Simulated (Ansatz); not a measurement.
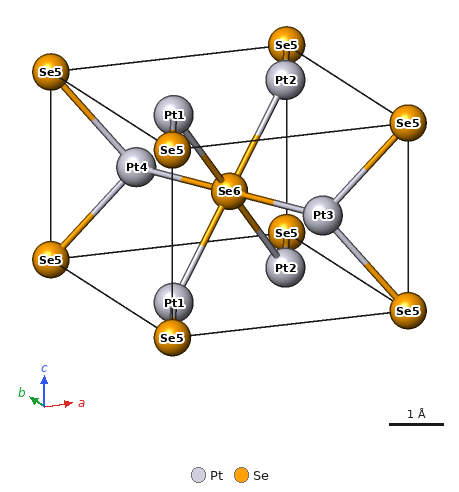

Figure 1. The structure as given in the input (ball-and-stick view of the cell of the calculation, seen slightly off an axis; atoms are numbered from 1 in the order of the input). Near neighbours in the crystal (not all of them lie inside the picture): Pt has 1 Pt at 2.39 Å and 3 Se at 2.42 to 2.44 Å; Se has 6 Pt at 2.42 to 2.44 Å.

**Geometry relaxation, with input and output: Pt$_{2}$Se (part 1 of 2)**

System: Pt$_{2}$Se (Pnnm, 6 atoms in the cell).
Method: DFT PBE, scalar-relativistic, plane waves, PAW, no spin polarisation (Ansatz 0.2.0).

The structure was made by swapping elements on the sites of another compound; it need not be a known phase. It belongs to a series of runs on one base structure; here: marcasite type (Pnnm, No. 58). Figures and captions count atoms from 1; the log counts them from 0 in places.

Input file:
```yaml
crystal:
  lattice:
    - [4.8062210766, 0.0, 0.0]
    - [0.0, 5.8659557333, 0.0]
    - [0.0, 0.0, 3.6619239198]
  atoms:
    - { symbol: Pt, position: [0.2004, 0.3787, 0.0] }
    - { symbol: Pt, position: [0.7996, 0.6213, 0.0] }
    - { symbol: Pt, position: [0.7004, 0.1213, 0.5] }
    - { symbol: Pt, position: [0.2996, 0.8787, 0.5] }
    - { symbol: Se, position: [0.0, 0.0, 0.0] }
    - { symbol: Se, position: [0.5, 0.5, 0.5] }
basis:
  ecutwfc: 420
kpoints:
  mp_grid: { grid: [4, 4, 6] }
hamiltonian:
  xc: pbe
scf:
  occupations: { method: gaussian, width: 0.1 }
  lower_state_search: "off"
output:
  forces: true
  stress: true
  eigenvalues: true
relax:
  adjacent_minimum: "off"
  f_tol: 0.04
  max_steps: 70
  cell: { stress_tol: 0.4 }
```

Command:
```bash
ansatz run input.yaml --threads 1 --pin off --max-ram 2560MiB --backend cpu --events-out ev --progress --plain --runs-dir out
```

Output:
```
Engine: ansatz 0.2.0, x86_64-unknown-linux-gnu
Pseudopotentials: kind: paw
Pseudopotential: Pt, paw, valence charge 18, recommended cutoff 420 eV (normal), Pt.paw.azcp
Pseudopotential: Se, paw, valence charge 16, recommended cutoff 420 eV (normal), Se.paw.azcp
Functional definition: PBE
  parameter kappa = 0.804
  parameter beta = 0.06672455060314922
  exchange = pbe_x(kappa = kappa, mu = beta*pi^2/3)
  correlation = pbe_c(beta = beta)
Crystal: 6 atoms, lattice volume = 103.241 Å³
Basis set: ecut = 420 eV, 1999 PW (Γ), exchange–correlation on 72×80×50 points (8 copies of the dense FFT grid, shifted against one another)
Bands: 63, of which v1, the nominal top of the filled ones, is band 52 counted from 1 (51 counted from 0)
Symmetry: 8 space group operations
Space group: Pnnm (ITA 58), of the structure as read, at distance tolerance 4.7e-5 Å
k-points: 36 of 96
Non-local potential: Pt, projectors of the file, l = 0: 3, l = 1: 2, l = 2: 2, l = 3: 1
Non-local potential: Se, projectors of the file, l = 0: 2, l = 1: 2, l = 2: 3, l = 3: 1
PAW form: soft (Blöchl's): semilocal exchange-correlation on the pseudo side does not see the compensation charge
PAW one-centre angular grid: Pt, 590 points (default); XC on 64 Gauss nodes
PAW one-centre angular grid: Se, 590 points (default); XC on 64 Gauss nodes
Initial density: superposition of atomic densities (neutral atoms: chi_scale 0, normalization atom), corrected by the library's trained network
Initial wavefunctions: pseudopotential atomic-orbital guess
Functional: x = pbe(κ = 0.804, μ = 0.2195149727645171), c = pbe(β = 0.06672455060314922)
SCF iter   1: F=—  HF=-61026.264797 eV  |F-HF|=—  |Δ(HF+E_count)|=         —  Δρ=6.49e-3  dr2=9.79e-3  ethr=1.77e-3  ⟨swp⟩=5.2  Hψ=7818  notcnv=0  defer=6
preconditioner: auto → Kerker (q_TF=auto, 2.732 Å⁻¹)  [metal: Δε(μ)=0.011 eV  Ē_g=9.397 eV  σ=0.100 eV  W_gap=0.06  n_scr=34 (ndim 8)  ℏωp=26.4 eV  f_vac=0.000  D(μ)=4.89/eV (n_scr^D=42)]
SCF iter   2: F=—  HF=-61026.266815 eV  |F-HF|=—  |Δ(HF+E_count)|=   2.02e-3  Δρ=3.48e-3  dr2=3.07e-3  ethr=9.42e-6  ⟨swp⟩=2.0  Hψ=3024  notcnv=0  defer=20
SCF iter   3: F=—  HF=-61026.266660 eV  |F-HF|=—  |Δ(HF+E_count)|=   1.55e-4  Δρ=3.01e-4  dr2=6.47e-5  ethr=2.96e-6  ⟨swp⟩=2.4  Hψ=3910  notcnv=0  defer=20
SCF iter   4: F=—  HF=-61026.266650 eV  |F-HF|=—  |Δ(HF+E_count)|=   1.05e-5  Δρ=8.86e-5  dr2=7.39e-6  ethr=6.22e-8  ⟨swp⟩=2.0  Hψ=3424  notcnv=0  defer=20
SCF iter   5: F=—  HF=-61026.266650 eV  |F-HF|=—  |Δ(HF+E_count)|=   5.62e-7  Δρ=3.09e-5  dr2=1.11e-6  ethr=7.10e-9  ⟨swp⟩=2.0  Hψ=3408  notcnv=0  defer=20
SCF iter   6: F=—  HF=-61026.266650 eV  |F-HF|=—  |Δ(HF+E_count)|=   3.39e-7  Δρ=1.36e-5  dr2=2.26e-7  ethr=1.07e-9  ⟨swp⟩=2.0  Hψ=3406  notcnv=0  defer=20
SCF iter   7: F=-61026.266650 eV  HF=-61026.266650 eV  |F-HF|=4.21e-9  |Δ(HF+E_count)|=   2.56e-8  Δρ=4.52e-6  dr2=2.47e-8  ethr=9.62e-11  ⟨swp⟩=8.6  Hψ=9281  notcnv=0
SCF 1 converged in 7 iterations: F = -61026.266650 eV  dr2 = 2.47e-8
  greatest PAW one-centre occupation: 1.000 electrons in one spin orbital (limit 2), on the Pt atom at site 3 (counted from 0), in its partial waves of l = 0
relax step   1: F+E_penalty+E_count = -61026.26664995 eV  Δ(F+E_penalty+E_count) = +0.000e0 eV  max|allowed force component| = 2.039e0 eV/Å  Δτ_max = 0.0000 Å  P = +27.480 GPa  Ω = 103.241 Å³  (7 SCF iters, dr2 threshold 1.00e-7 eV, accepted)
Crystal: 6 atoms, lattice volume = 116.112 Å³
Basis set: ecut = 420 eV, 2297 PW (Γ), exchange–correlation on 72×80×50 points (8 copies of the dense FFT grid, shifted against one another)
Initial density: handed on by an earlier stage of this run
Initial wavefunctions: those handed on with the density
iter 1 solved again at ethr=5.46e-5 eV; its pass at ethr=3.10e-3 eV (dr2=5.68e-2 eV) is discarded
SCF iter   1: F=—  HF=-61027.751043 eV  |F-HF|=—  |Δ(HF+E_count)|=         —  Δρ=1.21e-2  dr2=5.73e-2  ethr=5.46e-5  ⟨swp⟩=1.9  Hψ=12478  notcnv=0
preconditioner: auto → Kerker (q_TF=auto, 2.679 Å⁻¹)  [metal: Δε(μ)=0.034 eV  Ē_g=8.544 eV  σ=0.100 eV  W_gap=0.19  n_scr=38 (ndim 8)  ℏωp=24.8 eV  f_vac=0.005  D(μ)=5.51/eV (n_scr^D=50)]
SCF iter   2: F=—  HF=-61027.748332 eV  |F-HF|=—  |Δ(HF+E_count)|=   2.71e-3  Δρ=6.65e-3  dr2=1.78e-2  ethr=5.46e-5  ⟨swp⟩=1.1  Hψ=2315  notcnv=0
SCF iter   3: F=—  HF=-61027.749070 eV  |F-HF|=—  |Δ(HF+E_count)|=   7.37e-4  Δρ=8.30e-4  dr2=4.65e-4  ethr=1.71e-5  ⟨swp⟩=2.1  Hψ=3804  notcnv=0
SCF iter   4: F=—  HF=-61027.748710 eV  |F-HF|=—  |Δ(HF+E_count)|=   3.60e-4  Δρ=4.69e-4  dr2=1.43e-4  ethr=4.47e-7  ⟨swp⟩=2.0  Hψ=3696  notcnv=0
SCF iter   5: F=—  HF=-61027.748728 eV  |F-HF|=—  |Δ(HF+E_count)|=   1.84e-5  Δρ=1.03e-4  dr2=1.32e-5  ethr=1.37e-7  ⟨swp⟩=2.6  Hψ=4162  notcnv=0
SCF iter   6: F=—  HF=-61027.748727 eV  |F-HF|=—  |Δ(HF+E_count)|=   1.22e-6  Δρ=3.50e-5  dr2=1.64e-6  ethr=1.27e-8  ⟨swp⟩=2.0  Hψ=3689  notcnv=0
SCF iter   7: F=-61027.748727 eV  HF=-61027.748727 eV  |F-HF|=2.20e-8  |Δ(HF+E_count)|=   6.63e-8  Δρ=1.14e-5  dr2=2.31e-7  ethr=5.77e-10  ⟨swp⟩=6.1  Hψ=9766  notcnv=0
SCF 2 converged in 7 iterations: F = -61027.748727 eV  dr2 = 2.31e-7
[... from here on the iterations of each SCF are left out, up to the last one ...]
relax step   2: F+E_penalty+E_count = -61027.74872709 eV  Δ(F+E_penalty+E_count) = -1.482e0 eV  max|allowed force component| = 3.355e-1 eV/Å  Δτ_max = 0.0821 Å  P = +2.283 GPa  Ω = 116.112 Å³  energy of the carried Pulay correction = -4.212e-3 eV  (7 SCF iters, dr2 threshold 6.00e-7 eV, accepted)
Crystal: 6 atoms, lattice volume = 116.958 Å³
Basis set: ecut = 420 eV, 2275 PW (Γ), exchange–correlation on 72×80×50 points (8 copies of the dense FFT grid, shifted against one another)
preconditioner: auto → Kerker (q_TF=auto, 2.675 Å⁻¹)  [metal: Δε(μ)=0.035 eV  Ē_g=8.454 eV  σ=0.100 eV  W_gap=0.19  n_scr=38 (ndim 8)  ℏωp=24.8 eV  f_vac=0.003  D(μ)=3.49/eV (n_scr^D=28)]
SCF 3 converged in 7 iterations: F = -61028.065667 eV  dr2 = 1.91e-7
relax step   3: F+E_penalty+E_count = -61028.06566745 eV  Δ(F+E_penalty+E_count) = -3.169e-1 eV  max|allowed force component| = 1.937e-1 eV/Å  Δτ_max = 0.0646 Å  P = -0.841 GPa  Ω = 116.958 Å³  energy of the carried Pulay correction = -4.471e-3 eV  (7 SCF iters, dr2 threshold 6.00e-7 eV, accepted)
Crystal: 6 atoms, lattice volume = 115.862 Å³
Basis set: ecut = 420 eV, 2265 PW (Γ), exchange–correlation on 72×80×50 points (8 copies of the dense FFT grid, shifted against one another)
preconditioner: auto → Kerker (q_TF=auto, 2.680 Å⁻¹)  [metal: Δε(μ)=0.010 eV  Ē_g=8.472 eV  σ=0.100 eV  W_gap=0.06  n_scr=36 (ndim 8)  ℏωp=24.9 eV  f_vac=0.002  D(μ)=2.64/eV (n_scr^D=16)]
SCF 4 converged in 7 iterations: F = -61028.363439 eV  dr2 = 3.96e-7
relax step   4: F+E_penalty+E_count = -61028.36343910 eV  Δ(F+E_penalty+E_count) = -2.978e-1 eV  max|allowed force component| = 2.261e-1 eV/Å  Δτ_max = 0.0570 Å  P = -2.549 GPa  Ω = 115.862 Å³  energy of the carried Pulay correction = -4.134e-3 eV  (7 SCF iters, dr2 threshold 6.00e-7 eV, accepted)
Crystal: 6 atoms, lattice volume = 113.923 Å³
Basis set: ecut = 420 eV, 2257 PW (Γ), exchange–correlation on 72×80×50 points (8 copies of the dense FFT grid, shifted against one another)
preconditioner: auto → Kerker (q_TF=auto, 2.687 Å⁻¹)  [metal: Δε(μ)=0.027 eV  Ē_g=8.527 eV  σ=0.100 eV  W_gap=0.15  n_scr=36 (ndim 8)  ℏωp=25.1 eV  f_vac=0.000  D(μ)=3.64/eV (n_scr^D=32)]
SCF 5 converged in 7 iterations: F = -61028.668891 eV  dr2 = 4.53e-7
relax step   5: F+E_penalty+E_count = -61028.66889096 eV  Δ(F+E_penalty+E_count) = -3.055e-1 eV  max|allowed force component| = 2.950e-1 eV/Å  Δτ_max = 0.0572 Å  P = -4.231 GPa  Ω = 113.923 Å³  energy of the carried Pulay correction = -3.530e-3 eV  (7 SCF iters, dr2 threshold 6.00e-7 eV, accepted)
Crystal: 6 atoms, lattice volume = 109.240 Å³
Basis set: ecut = 420 eV, 2155 PW (Γ), exchange–correlation on 72×80×50 points (8 copies of the dense FFT grid, shifted against one another)
preconditioner: auto → Kerker (q_TF=auto, 2.706 Å⁻¹)  [metal: Δε(μ)=0.018 eV  Ē_g=8.759 eV  σ=0.100 eV  W_gap=0.10  n_scr=38 (ndim 8)  ℏωp=25.6 eV  f_vac=0.000  D(μ)=4.29/eV (n_scr^D=38)]
SCF 6 converged in 8 iterations: F = -61029.001902 eV  dr2 = 5.81e-8
relax step   6: F+E_penalty+E_count = -61029.00190196 eV  Δ(F+E_penalty+E_count) = -3.330e-1 eV  max|allowed force component| = 3.489e-1 eV/Å  Δτ_max = 0.0618 Å  P = -3.128 GPa  Ω = 109.240 Å³  energy of the carried Pulay correction = -2.026e-3 eV  (8 SCF iters, dr2 threshold 6.00e-7 eV, accepted)
Crystal: 6 atoms, lattice volume = 103.443 Å³
Basis set: ecut = 420 eV, 2037 PW (Γ), exchange–correlation on 72×80×50 points (8 copies of the dense FFT grid, shifted against one another)
preconditioner: auto → Kerker (q_TF=auto, 2.731 Å⁻¹)  [metal: Δε(μ)=0.013 eV  Ē_g=9.071 eV  σ=0.100 eV  W_gap=0.07  n_scr=38 (ndim 8)  ℏωp=26.3 eV  f_vac=0.000  D(μ)=4.99/eV (n_scr^D=46)]
SCF 7 converged in 8 iterations: F = -61029.209088 eV  dr2 = 9.20e-8
relax step   7: F+E_penalty+E_count = -61029.20908752 eV  Δ(F+E_penalty+E_count) = -2.072e-1 eV  max|allowed force component| = 2.490e-1 eV/Å  Δτ_max = 0.1042 Å  P = -0.539 GPa  Ω = 103.443 Å³  energy of the carried Pulay correction = -7.026e-5 eV  (8 SCF iters, dr2 threshold 6.00e-7 eV, accepted)
Crystal: 6 atoms, lattice volume = 102.326 Å³
Basis set: ecut = 420 eV, 1979 PW (Γ), exchange–correlation on 72×80×50 points (8 copies of the dense FFT grid, shifted against one another)
preconditioner: auto → Kerker (q_TF=auto, 2.736 Å⁻¹)  [metal: Δε(μ)=0.040 eV  Ē_g=9.111 eV  σ=0.100 eV  W_gap=0.22  n_scr=38 (ndim 8)  ℏωp=26.5 eV  f_vac=0.000  D(μ)=4.27/eV (n_scr^D=38)]
SCF 8 converged in 7 iterations: F = -61029.282075 eV  dr2 = 2.10e-7
relax step   8: F+E_penalty+E_count = -61029.28207500 eV  Δ(F+E_penalty+E_count) = -7.299e-2 eV  max|allowed force component| = 1.094e-1 eV/Å  Δτ_max = 0.1360 Å  P = +0.877 GPa  Ω = 102.326 Å³  energy of the carried Pulay correction = +3.195e-4 eV  (7 SCF iters, dr2 threshold 6.00e-7 eV, accepted)
Crystal: 6 atoms, lattice volume = 103.686 Å³
Basis set: ecut = 420 eV, 2011 PW (Γ), exchange–correlation on 72×80×50 points (8 copies of the dense FFT grid, shifted against one another)
preconditioner: auto → Kerker (q_TF=auto, 2.730 Å⁻¹)  [metal: Δε(μ)=0.021 eV  Ē_g=9.081 eV  σ=0.100 eV  W_gap=0.12  n_scr=38 (ndim 8)  ℏωp=26.3 eV  f_vac=0.000  D(μ)=4.06/eV (n_scr^D=38)]
SCF 9 converged in 7 iterations: F = -61029.301820 eV  dr2 = 3.25e-8
relax step   9: F+E_penalty+E_count = -61029.30182028 eV  Δ(F+E_penalty+E_count) = -1.975e-2 eV  max|allowed force component| = 4.446e-2 eV/Å  Δτ_max = 0.0400 Å  P = -0.186 GPa  Ω = 103.686 Å³  energy of the carried Pulay correction = -1.542e-4 eV  (7 SCF iters, dr2 threshold 6.00e-7 eV, accepted)
Crystal: 6 atoms, lattice volume = 103.419 Å³
Basis set: ecut = 420 eV, 2023 PW (Γ), exchange–correlation on 72×80×50 points (8 copies of the dense FFT grid, shifted against one another)
preconditioner: auto → Kerker (q_TF=auto, 2.731 Å⁻¹)  [metal: Δε(μ)=0.038 eV  Ē_g=9.092 eV  σ=0.100 eV  W_gap=0.21  n_scr=38 (ndim 8)  ℏωp=26.3 eV  f_vac=0.000  D(μ)=3.94/eV (n_scr^D=38)]
SCF 10 converged in 6 iterations: F = -61029.304024 eV  dr2 = 1.00e-7
relax step  10: F+E_penalty+E_count = -61029.30402401 eV  Δ(F+E_penalty+E_count) = -2.204e-3 eV  max|allowed force component| = 1.401e-2 eV/Å  Δτ_max = 0.0144 Å  P = -0.214 GPa  Ω = 103.419 Å³  energy of the carried Pulay correction = -6.177e-5 eV  (6 SCF iters, dr2 threshold 6.00e-7 eV, accepted)
Basis set: ecut = 420 eV, 2023 PW (Γ), exchange–correlation on 54×100×48 points (8 copies of the dense FFT grid, shifted against one another)
Initial wavefunctions: pseudopotential atomic-orbital guess (no wavefunctions were taken with the density)
preconditioner: auto → Kerker (q_TF=auto, 2.731 Å⁻¹)  [metal: Δε(μ)=0.044 eV  Ē_g=9.090 eV  σ=0.100 eV  W_gap=0.24  n_scr=38 (ndim 8)  ℏωp=26.3 eV  f_vac=0.000  D(μ)=3.93/eV (n_scr^D=38)]
SCF 11 converged in 6 iterations: F = -61029.496139 eV  dr2 = 3.10e-9
relax step  11: F+E_penalty+E_count = -61029.49613857 eV  Δ(F+E_penalty+E_count) = -1.921e-1 eV  max|allowed force component| = 4.385e-2 eV/Å  Δτ_max = 0.0000 Å  P = +2.558 GPa  Ω = 103.419 Å³  stress off target by 7.46e0 GPa  SCF on the basis re-selected at this cell (its energy is not comparable with the rows above)  (6 SCF iters)
basis re-selected at this cell: Δ(F+E_penalty+E_count) = -1.921e-1 eV, ΔP = +2.771 GPa vs the last step (what re-selecting the basis moved, of the pressure what is left beyond the Pulay correction that the steps carried, after the strain that the cell walked since its last selection, with what the two solves' SCF thresholds leave and, on support functions, any second-order correction that the steps lacked; it is no measure of the basis error at this ecutwfc). The dense FFT grid was sized anew with the basis: this SCF ran on 27×50×24 points, the steps before it on 36×40×25, so part of this shift can come from that change (see relax.cell in the input reference). This SCF's stress stands 7.46e0 GPa from its target on what of the cell is left free (relax.cell.stress_tol is 4.00e-1 GPa) and its largest allowed force component is 4.38e-2 eV/Å (relax.f_tol is 4.00e-2 eV/Å): not within both, so this SCF does not close the relaxation
Crystal: 6 atoms, lattice volume = 105.031 Å³
Basis set: ecut = 420 eV, 2055 PW (Γ), exchange–correlation on 54×100×48 points (8 copies of the dense FFT grid, shifted against one another)
preconditioner: auto → Kerker (q_TF=auto, 2.724 Å⁻¹)  [metal: Δε(μ)=0.021 eV  Ē_g=8.910 eV  σ=0.100 eV  W_gap=0.12  n_scr=38 (ndim 8)  ℏωp=26.1 eV  f_vac=0.000  D(μ)=4.17/eV (n_scr^D=38)]
SCF 12 converged in 6 iterations: F = -61029.559541 eV  dr2 = 1.84e-7
relax step  12: F+E_penalty+E_count = -61029.55954123 eV  Δ(F+E_penalty+E_count) = -6.340e-2 eV  max|allowed force component| = 5.621e-2 eV/Å  Δτ_max = 0.0149 Å  P = -1.030 GPa  Ω = 105.031 Å³  energy of the carried Pulay correction = -6.578e-4 eV  (6 SCF iters, dr2 threshold 6.00e-7 eV, accepted)
Crystal: 6 atoms, lattice volume = 103.566 Å³
Basis set: ecut = 420 eV, 2051 PW (Γ), exchange–correlation on 54×100×48 points (8 copies of the dense FFT grid, shifted against one another)
preconditioner: auto → Kerker (q_TF=auto, 2.730 Å⁻¹)  [metal: Δε(μ)=0.046 eV  Ē_g=8.990 eV  σ=0.100 eV  W_gap=0.25  n_scr=38 (ndim 8)  ℏωp=26.3 eV  f_vac=0.000  D(μ)=3.85/eV (n_scr^D=38)]
SCF 13 converged in 6 iterations: F = -61029.568577 eV  dr2 = 1.25e-7
relax step  13: F+E_penalty+E_count = -61029.56857744 eV  Δ(F+E_penalty+E_count) = -9.036e-3 eV  max|allowed force component| = 3.294e-2 eV/Å  Δτ_max = 0.0027 Å  P = +0.651 GPa  Ω = 103.566 Å³  energy of the carried Pulay correction = -2.505e-4 eV  (6 SCF iters, dr2 threshold 6.00e-7 eV, accepted)
Crystal: 6 atoms, lattice volume = 104.057 Å³
preconditioner: auto → Kerker (q_TF=auto, 2.728 Å⁻¹)  [metal: Δε(μ)=0.019 eV  Ē_g=8.955 eV  σ=0.100 eV  W_gap=0.11  n_scr=38 (ndim 8)  ℏωp=26.2 eV  f_vac=0.000  D(μ)=3.87/eV (n_scr^D=38)]
SCF 14 converged in 6 iterations: F = -61029.569498 eV  dr2 = 1.34e-8
relax step  14: F+E_penalty+E_count = -61029.56949804 eV  Δ(F+E_penalty+E_count) = -9.206e-4 eV  max|allowed force component| = 2.180e-2 eV/Å  Δτ_max = 0.0045 Å  P = -0.132 GPa  Ω = 104.057 Å³  energy of the carried Pulay correction = -3.988e-4 eV  (6 SCF iters, dr2 threshold 6.00e-7 eV, accepted)
Basis set: ecut = 420 eV, 2051 PW (Γ), exchange–correlation on 54×108×48 points (8 copies of the dense FFT grid, shifted against one another)
iter 1 solved again at ethr=9.89e-8 eV; its pass at ethr=3.10e-3 eV (dr2=1.03e-4 eV) is discarded
SCF iter   1: F=—  HF=-61029.569083 eV  |F-HF|=—  |Δ(HF+E_count)|=         —  Δρ=4.44e-4  dr2=5.23e-6  ethr=9.89e-8  ⟨swp⟩=3.0  Hψ=12796  notcnv=0
preconditioner: auto → Kerker (q_TF=auto, 2.728 Å⁻¹)  [metal: Δε(μ)=0.018 eV  Ē_g=8.954 eV  σ=0.100 eV  W_gap=0.10  n_scr=38 (ndim 8)  ℏωp=26.2 eV  f_vac=0.000  D(μ)=3.87/eV (n_scr^D=38)]
SCF iter   2: F=—  HF=-61029.569553 eV  |F-HF|=—  |Δ(HF+E_count)|=   4.69e-4  Δρ=2.26e-4  dr2=1.31e-6  ethr=5.03e-9  ⟨swp⟩=1.0  Hψ=2269  notcnv=0
SCF iter   3: F=—  HF=-61029.569737 eV  |F-HF|=—  |Δ(HF+E_count)|=   1.85e-4  Δρ=4.58e-6  dr2=5.37e-9  ethr=1.26e-9  ⟨swp⟩=1.0  Hψ=2268  notcnv=0
iter 4 did not close the SCF: its close was put off for the readings that it lacked (scf_convergence_deferred on its scf_iter line)
SCF iter   4: F=-61029.569737 eV  HF=-61029.569737 eV  |F-HF|=9.17e-10  |Δ(HF+E_count)|=   3.56e-8  Δρ=6.82e-7  dr2=5.80e-10  ethr=5.16e-12  ⟨swp⟩=2.0  Hψ=4097  notcnv=0
iter 5 did not close the SCF: its close was put off for the readings that it lacked (scf_convergence_deferred on its scf_iter line)
SCF iter   5: F=-61029.569737 eV  HF=-61029.569737 eV  |F-HF|=7.28e-12  |Δ(HF+E_count)|=  3.86e-10  Δρ=3.76e-7  dr2=1.61e-10  ethr=1.00e-12  ⟨swp⟩=2.0  Hψ=2942  notcnv=0
SCF iter   6: F=-61029.569737 eV  HF=-61029.569737 eV  |F-HF|=7.28e-12  |Δ(HF+E_count)|=  4.37e-11  Δρ=1.23e-7  dr2=2.83e-11  ethr=1.00e-12  ⟨swp⟩=2.1  Hψ=5488  notcnv=0
SCF 15 converged in 6 iterations: F = -61029.569737 eV  dr2 = 2.83e-11
relax step  15: F+E_penalty+E_count = -61029.56973736 eV  Δ(F+E_penalty+E_count) = -2.393e-4 eV  max|allowed force component| = 2.172e-2 eV/Å  Δτ_max = 0.0000 Å  P = -0.138 GPa  Ω = 104.057 Å³  stress off target by 2.47e-1 GPa  SCF on the basis re-selected at this cell (its energy is not comparable with the rows above)  (6 SCF iters)
```

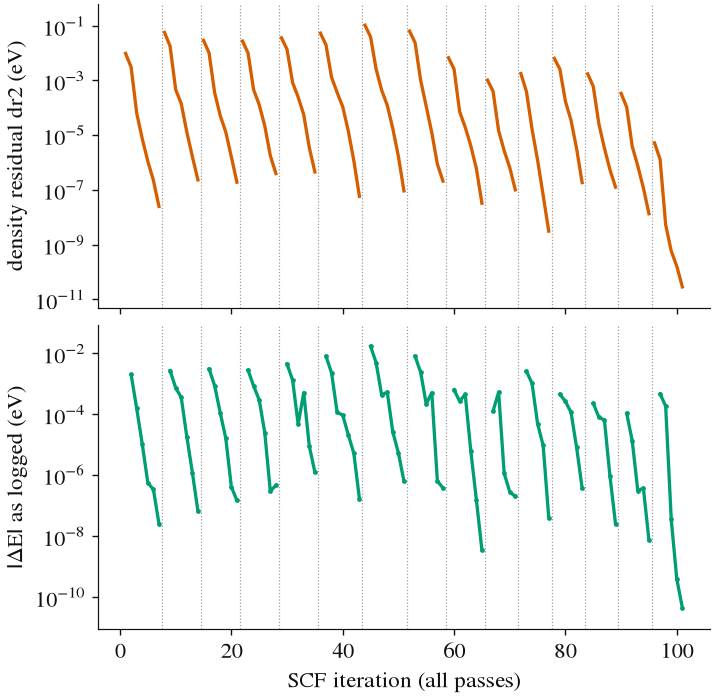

Figure 2. Convergence of the self-consistent field: density residual dr2 and size of the energy change against the SCF iteration. The dotted lines part the SCF passes of the relaxation: geometry steps, rejected trials and re-solves on a re-selected basis. The 15 passes take 6 to 8 iterations each, 101 in all.

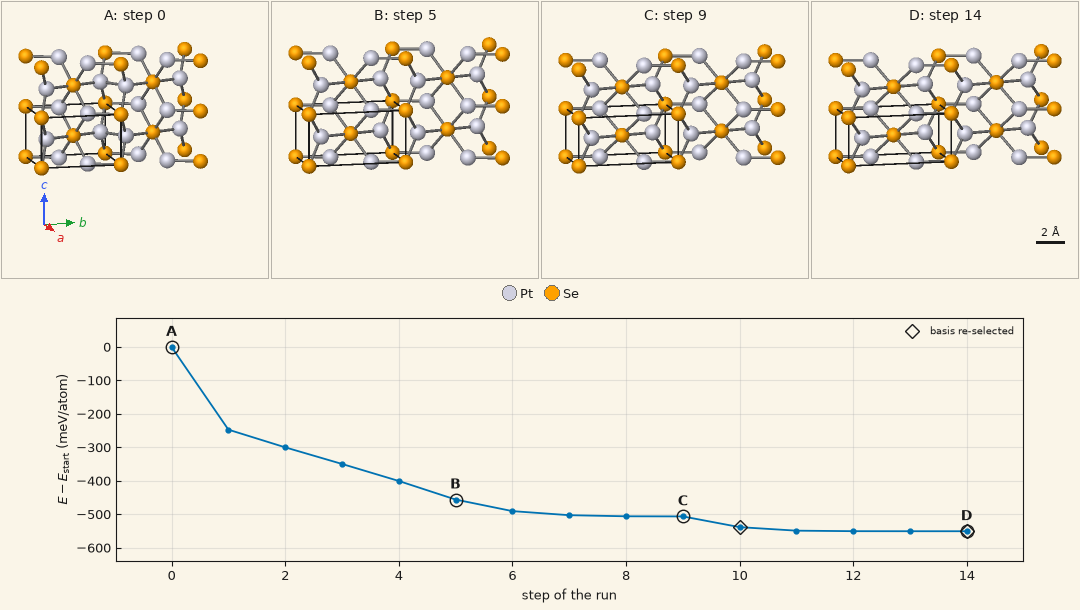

Figure 3. Frames of the relaxation (ball-and-stick view of the cell of the calculation, repeated 1 × 2 × 2, seen slightly off an axis) above the curves, on which the letters mark them (the first geometry is step 0 here and step 1 in the log).
